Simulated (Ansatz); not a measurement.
# AlGa2As3: what the fields show

Input

```
crystal:
  lattice:
    - [4.7183840218, 0.0, 0.0]
    - [-2.3591920109, 4.0862404277, 0.0]
    - [0.0, 0.0, 9.8033976291]
  atoms:
    - { symbol: Al, position: [0.3333333333, 0.6666666667, 0.0] }
    - { symbol: Ga, position: [0.6666666667, 0.3333333333, 0.0] }
    - { symbol: Ga, position: [0.0, 0.0, 0.0] }
    - { symbol: As, position: [0.6666666667, 0.3333333333, 0.2630819444] }
    - { symbol: As, position: [0.6666666667, 0.3333333333, 0.7369180556] }
    - { symbol: As, position: [0.6666666667, 0.3333333333, 0.5] }
basis:
  ecutwfc: 420
kpoints:
  mp_grid: { grid: [12, 12, 4] }
hamiltonian:
  xc: pbe
scf:
  occupations: { method: gaussian, width: 0.1 }
output:
  forces: true
  stress: true
  eigenvalues: true
  write_density: true
  write_potential: true
  elf: true
  volumetric_format: npy
relax:
  adjacent_minimum: "off"
  f_tol: 0.01
  max_steps: 80
  cell: { stress_tol: 0.05 }
```

Command:

```sh
ansatz run input.yaml --threads 1 --pin off --max-ram 2560MiB --backend cpu --events-out ev --progress --plain --runs-dir out
```

Below, planes, directions and counts refer to the conventional cell (a = 4.79 Å, b = 4.79 Å, c = 9.63 Å, α = 90.00°, β = 90.00°, γ = 120.00°).

The fields are those of the relaxed geometry.

Space group P-6m2; a structure generated by program, which may or may not match a known phase.

Computed with Ansatz, DFT PBE, scalar-relativistic, plane waves, PAW.

The density is the valence pseudo-density of a PAW calculation; it isn't the true density close to the nuclei.

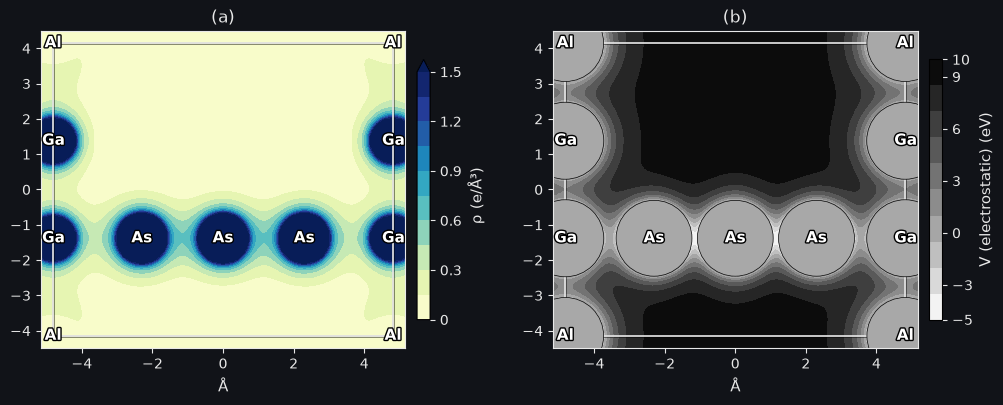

Figure 1. (a) valence charge density (pseudo); (b) electrostatic potential (local pseudopotential plus Hartree) felt by an electron on the (110) plane of the conventional cell. Grey discs cover the atomic cores in the potential map.

### What do the fields say about this system?

Atoms in the plane: Al, Ga and As. As–As (2.30 Å): ρ is about 0.61 e/Å³ halfway. Ga–As (2.51 Å): the density is about 0.37 e/Å³ at the midpoint. Ga–Ga (2.76 Å): ρ is about 0.23 e/Å³ halfway. Al–Ga (2.76 Å): ρ at the midpoint is about 0.24 e/Å³. Between the atoms the lowest density in this plane is 0.004 e/Å³. Outside the cores the potential energy rises away from the atoms and is highest about 3.0 Å from the nearest atoms; its zero is arbitrary.

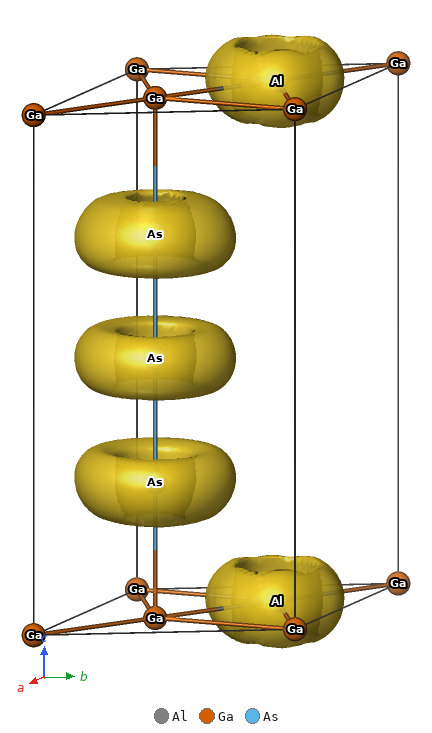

Figure 2. Isosurface of the electron localisation function at 0.65 (yellow), seen slightly off an axis. Only the valence region is drawn (cores and ρ < 0.01 e/Å³ removed). Sticks mark near contacts.

### What do the ELF domains correspond to?

The surface consists of one region wrapped around Al (its valence shell) and three regions wrapped around As (the valence shell of each), counted in one cell of 6 atoms. Regions shared between cells count once. Along the contacts the grid gives the following. As–As (2.30 Å): the ELF is about 0.55 at the midpoint. Ga–As (2.51 Å): the ELF is about 0.55 at the midpoint.

### Does the calculation give a band gap?

It is metallic or semimetallic at this level of theory: no gap opens.
